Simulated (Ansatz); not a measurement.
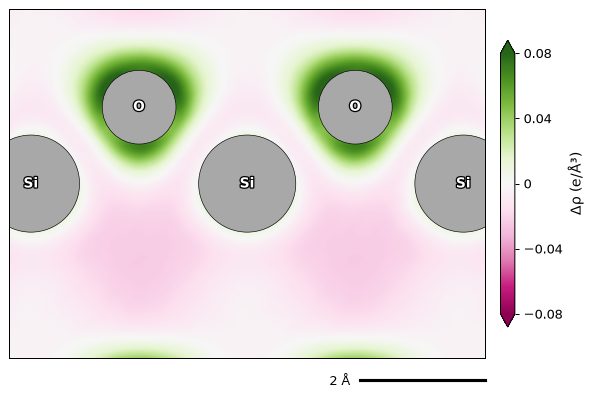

SiO. Difference of the valence pseudo-densities of two functionals at the same geometry, on the (011̄) plane of the calculation cell: one of HF and r2SCAN0 less the other.

Space group F-43m; a generated structure, not necessarily the stable one.

Both computed with Ansatz (plane waves, PAW), on the same k-point mesh. Grey discs cover the atomic cores.

```
CELL_PARAMETERS angstrom
0.00000 2.43364 2.43364
2.43364 0.00000 2.43364
2.43364 2.43364 0.00000
ATOMIC_POSITIONS crystal
Si 0.75000 0.75000 0.75000
O 0.00000 0.00000 0.00000
```

> Which was subtracted from which, and what does the map show?

It is HF less r2SCAN0. Against r2SCAN0, HF gives less density around Si (−0.005 e/Å³ on average at 0.9 Å from the nucleus), more density around O (+0.056 e/Å³ on average at 0.7 Å from the nucleus), less density in the space between the atoms (−0.008 e/Å³ on average) and a change of −0.007 e/Å³ at the midpoint of Si–O.
